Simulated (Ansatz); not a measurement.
**Single-point calculation of TaN**

System: TaN (2 atoms in the cell).
Method: DFT r2SCAN, scalar-relativistic, plane waves, PAW, no spin polarisation (Ansatz 0.2.0).

The structure derives from an entry of the Crystallography Open Database. It belongs to a series of runs on one base structure; here: strain +0.080 along x and y, -0.040 along z, atoms carried along. Figures and captions count atoms from 1; the log counts them from 0 in places.

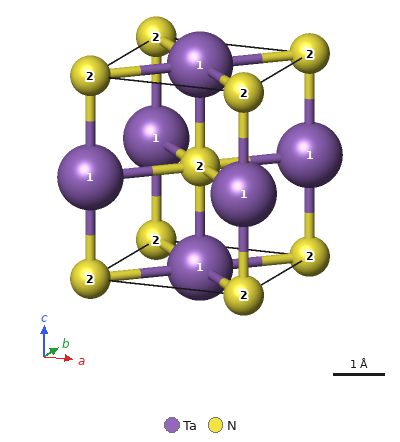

Fig. 1: The structure (ball-and-stick view of the cell 2 times as large as that of the calculation, set on its symmetry axes, seen slightly off an axis; atoms are numbered from 1 in the order of the input). An atom can appear more than once, as a periodic image.

## Results in brief

| quantity | value |
| --- | --- |
| outcome | converged |
| space group (tolerance 0.01 Å) | I4/mmm (139) |
| electrons treated | 18 |
| free energy | −10330.6205 eV |
| Fermi energy | 19.772 eV |
| gap on the k-point mesh | none (metallic) |
| pressure | −14.95 GPa |
| largest force (length of the vector) | under 0.001 eV/Å |
| hardware | 1 thread of Intel Xeon @ 2.50GHz (Skylake/Cascade Lake), 189 GiB of memory available, shared host |
| wall time | 57 s |
| peak memory | 0.55 GiB |

## Remarks

Spin–orbit coupling is left out, which matters for Ta.

## Input
```yaml
crystal:
  lattice:
    - [0.0, 2.35332, 2.09184]
    - [2.35332, 0.0, 2.09184]
    - [2.35332, 2.35332, 0.0]
  atoms:
    - { symbol: Ta, position: [0.5, 0.5, 0.5] }
    - { symbol: "N", position: [0.0, 0.0, 0.0] }
basis:
  ecutwfc: 500
kpoints:
  mp_grid: { grid: [18, 18, 18] }
hamiltonian:
  xc: r2scan
scf:
  occupations: { method: gaussian, width: 0.15 }
output:
  forces: true
  stress: true
  eigenvalues: true
  write_density: true
  write_potential: true
  elf: true
  volumetric_format: npy
```

Command:
```bash
ansatz run input.yaml --threads 1 --pin off --max-ram 2560MiB --backend cpu --events-out ev --progress --plain --runs-dir out
```

## Output
```
Engine: ansatz 0.2.0, x86_64-unknown-linux-gnu
Pseudopotentials: kind: paw
Pseudopotential: Ta, paw, valence charge 13, recommended cutoff 500 eV (meta_gga), Ta.paw.azcp
Pseudopotential: N, paw, valence charge 5, recommended cutoff 500 eV (meta_gga), N.paw.azcp
Functional definition: r2SCAN
  parameter k0 = 0.174
  parameter k1 = 0.065
  parameter a1 = 4.9479
  exchange = r2scan_x(k0 = k0, k1 = k1, a1 = a1)
  correlation = r2scan_c
Crystal: 2 atoms, lattice volume = 23.170 Å³
Basis set: ecut = 500 eV, 603 PW (Γ), exchange–correlation on 96×96×100 points (64 copies of the dense FFT grid, shifted against one another)
Bands: 13, of which v1, the nominal top of the filled ones, is band 9 counted from 1 (8 counted from 0)
Symmetry: 16 space group operations
Space group: I4/mmm (ITA 139), of the structure as read, at distance tolerance 2.9e-5 Å
k-points: 480 of 5832
Non-local potential: Ta, projectors of the file, l = 0: 3, l = 1: 2, l = 2: 2, l = 3: 1
Non-local potential: N, projectors of the file, l = 0: 2, l = 1: 2, l = 2: 1
PAW form: soft (Blöchl's): semilocal exchange-correlation on the pseudo side does not see the compensation charge
PAW frozen core: Ta, regenerated for the run's functional (the file was generated under x = pbe(κ = 0.804, μ = 0.2195149727645171), c = pbe(β = 0.06672455060314922))
PAW frozen core: N, regenerated for the run's functional (the file was generated under x = pbe(κ = 0.804, μ = 0.2195149727645171), c = pbe(β = 0.06672455060314922))
PAW one-centre angular grid: Ta, 590 points (default); XC on 160 Gauss nodes
PAW one-centre angular grid: N, 302 points (default); XC on 160 Gauss nodes
Initial density: superposition of atomic densities (neutral atoms: chi_scale 0, normalization atom), corrected by the library's trained network
Initial wavefunctions: pseudopotential atomic-orbital guess
Functional: x = r2scan, c = r2scan; τ floored in thin density (d = 2e-4 eV/Å³)
SCF iter   1: F=—  HF=-10330.566787 eV  |F-HF|=—  |Δ(HF+E_count)|=         —  Δρ=9.03e-3  dr2=9.85e-3  dr2_τ=1.11e-1  ethr=1.77e-3  ⟨swp⟩=5.4  Hψ=77508  notcnv=0  defer=46
automatic band count: the SCF goes on with 17 bands, as 13 were too few: the levels above may hold too much charge
preconditioner: auto → none  [metal: Δε(μ)=0.012 eV  Ē_g=15.444 eV  σ=0.150 eV  W_gap=0.05  n_scr=8 (ndim 8)  ℏωp=24.4 eV  f_vac=0.000  D(μ)=0.95/eV (n_scr^D=12)  sad-step TF]
SCF iter   2: F=—  HF=-10330.620032 eV  |F-HF|=—  |Δ(HF+E_count)|=   5.32e-2  Δρ=6.67e-3  dr2=6.81e-3  dr2_τ=3.15e-4  ethr=5.47e-5  ⟨swp⟩=2.0  Hψ=15878  notcnv=0  defer=562
SCF iter   3: F=—  HF=-10330.622256 eV  |F-HF|=—  |Δ(HF+E_count)|=   2.22e-3  Δρ=5.69e-3  dr2=7.33e-3  dr2_τ=1.10e-3  ethr=3.78e-5  ⟨swp⟩=2.0  Hψ=9403  notcnv=0  defer=562
SCF iter   4: F=—  HF=-10330.620673 eV  |F-HF|=—  |Δ(HF+E_count)|=   1.58e-3  Δρ=1.95e-3  dr2=8.38e-4  dr2_τ=7.30e-5  ethr=3.78e-5  ⟨swp⟩=1.5  Hψ=7630  notcnv=0  defer=562
SCF iter   5: F=—  HF=-10330.620540 eV  |F-HF|=—  |Δ(HF+E_count)|=   1.33e-4  Δρ=2.70e-4  dr2=5.65e-6  dr2_τ=1.39e-6  ethr=4.66e-6  ⟨swp⟩=2.2  Hψ=8825  notcnv=0  defer=562
SCF iter   6: F=—  HF=-10330.620549 eV  |F-HF|=—  |Δ(HF+E_count)|=   9.42e-6  Δρ=1.37e-4  dr2=4.98e-6  dr2_τ=2.97e-7  ethr=3.14e-8  ⟨swp⟩=2.4  Hψ=10758  notcnv=0  defer=562
SCF iter   7: F=—  HF=-10330.620549 eV  |F-HF|=—  |Δ(HF+E_count)|=   3.29e-8  Δρ=5.68e-5  dr2=8.26e-7  dr2_τ=2.62e-8  ethr=2.77e-8  ⟨swp⟩=2.0  Hψ=8884  notcnv=0  defer=562
SCF iter   8: F=-10330.620549 eV  HF=-10330.620549 eV  |F-HF|=3.83e-8  |Δ(HF+E_count)|=   3.33e-8  Δρ=1.76e-5  dr2=7.65e-8  dr2_τ=3.11e-9  ethr=5.56e-10  ⟨swp⟩=10.8  Hψ=49992  notcnv=0
SCF 1 converged in 8 iterations: F = -10330.620549 eV  dr2 = 7.65e-8
  greatest PAW one-centre occupation: 0.998 electrons in one spin orbital (limit 2), on the Ta atom at site 0 (counted from 0), in its partial waves of l = 0
```

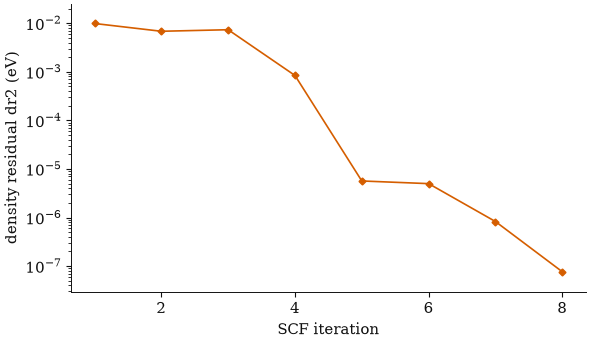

Fig. 2: Convergence of the self-consistent field: density residual dr2 against the SCF iteration. The residual falls almost steadily, with no more than small rises.

```
SCF converged after 8 iterations
Free energy (F): -10330.620549 eV
Harris-Foulkes:  -10330.620549 eV  (|F-HF|=3.83e-8)
Internal energy: -10330.609799 eV  (E = F + TS)
E sigma→0 (E₀):  -10330.615174 eV
Entropy (-TS):   -0.010750 eV (-5.375 meV/atom)
Fermi energy:    19.771806 eV
--- Per-component energies (eV) ---
  E_band       = -91.454604
  E_kinetic    = 498.445078
  E_local      = -654.551098  (includes V_loc(G=0)·N_el)
  E_nonlocal   = 59.082039
  E_hartree    = 218.030026
  E_xc         = -264.264147
  E_vxc        = -306.624350  (∫ρ·V_xc dr)
  E_paw        = -8551.606482  (= ΣΔE_a)
  E_vpaw       = -139.796983  (= ΣTr[D̂ρ^β])
  E_aug_tail   = 0.000120  (compensation charges beyond the density's cutoff)
  E_vtau       = 15.933003  (kinetic-family band-sum trace: ∫τ·v_τ [+ j·A + Jᵃ·Aᵃ] dr)
  E_ewald      = -1634.959491
  E_core_change = -0.785845  (= ΣΔE_core)
  E_smearing   = -0.010750  (= −TS)
  E_closure    = -0.000000  (closes the sum)
  Σ components = -10330.620549   (vs F -10330.620549, Δ=0.00e0)
--- Forces (eV/Å), atoms counted from 1 ---
  atom   1  Ta     0.00000000     0.00000000    -0.00000000
  atom   2  N     -0.00000000     0.00000000     0.00000000
  max |Σ_I F_I| component: 2.37e-29 eV/Å
--- Stress (GPa, compression-positive) ---
      -31.794225       0.000000       0.000000
        0.000000     -31.794225       0.000000
        0.000000      -0.000000      18.751772
  P = ⅓ Tr σ = -14.9456 GPa (-149.456 kbar)
--- Band table (eV; the first three rows and the last of 480) ---
  k-point 0: bands = ["-51.7230", "-17.3737", "-17.3737", "-17.3295", "0.4633", "15.7903", "15.7903", "16.2053", "17.5809", "17.5809", "18.6867", "18.8024", "19.2575", "23.1855", "29.6418", "40.8634", "43.6826"]
  k-point 1: bands = ["-51.7218", "-17.3874", "-17.3772", "-17.3368", "0.5292", "15.4047", "15.5262", "15.9301", "17.7501", "17.7725", "18.8188", "19.0525", "19.5120", "23.4273", "29.8493", "40.2234", "42.7044"]
  k-point 2: bands = ["-51.7183", "-17.4400", "-17.3875", "-17.3448", "0.7216", "14.5834", "14.9651", "15.3259", "18.1136", "18.1193", "18.9184", "19.8613", "20.1751", "24.0723", "30.4227", "38.8050", "41.1933"]
  k-point 479: bands = ["-51.6572", "-17.8792", "-17.6656", "-17.6656", "1.6493", "13.7868", "14.6417", "14.6731", "14.6731", "21.9980", "22.8869", "22.8869", "23.9336", "27.2515", "28.4726", "36.0986", "36.0986"]
```

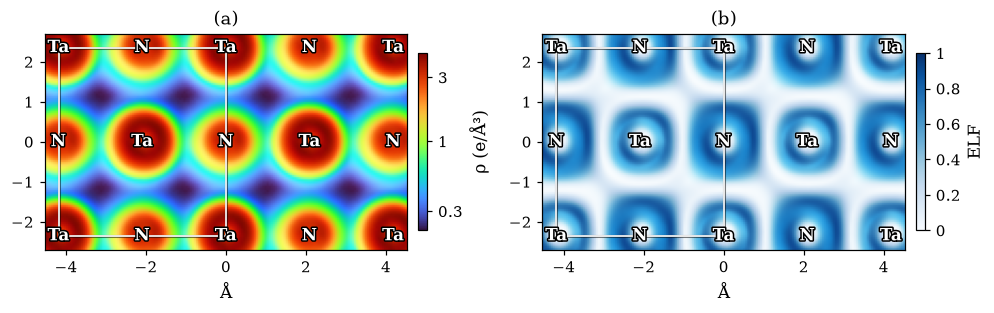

Fig. 3: (a) valence charge density (pseudo); (b) ELF on the (110) plane of the conventional cell. Ta–N (2.09 Å): ρ is about 0.7 e/Å³ halfway; the ELF is about 0.20 at the midpoint; no shared pair; the contact is polar. Ta–N (2.35 Å): ρ at the midpoint is about 0.38 e/Å³; the ELF is about 0.15 at the midpoint (no shared pair; the contact is polar). Away from the nuclei the density in this plane falls to 0.22 e/Å³ at its lowest. The strong features right at Ta lie inside the PAW spheres (semicore, d or f shells) and say nothing about bonding. In a PAW calculation such maps are meaningful between the atoms, not at the nuclei.

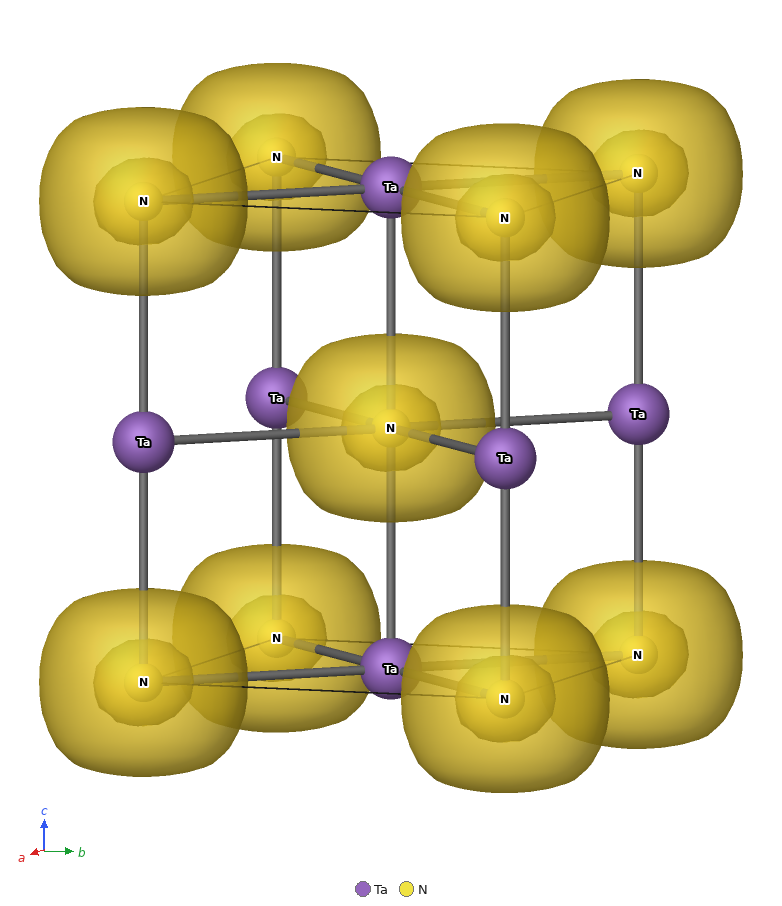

Fig. 4: Isosurface of the ELF at 0.65 (yellow), seen slightly off an axis. Core shells and regions of very low density are left out. Sticks mark near contacts. The outline is the cell set on symmetry axes. Along the contacts the grid gives the following. Ta–N (2.09 Å): the ELF is about 0.20 at the midpoint (no shared pair; the contact is polar). Ta–N (2.35 Å): the ELF is about 0.15 at the midpoint; no shared pair; the contact is polar.
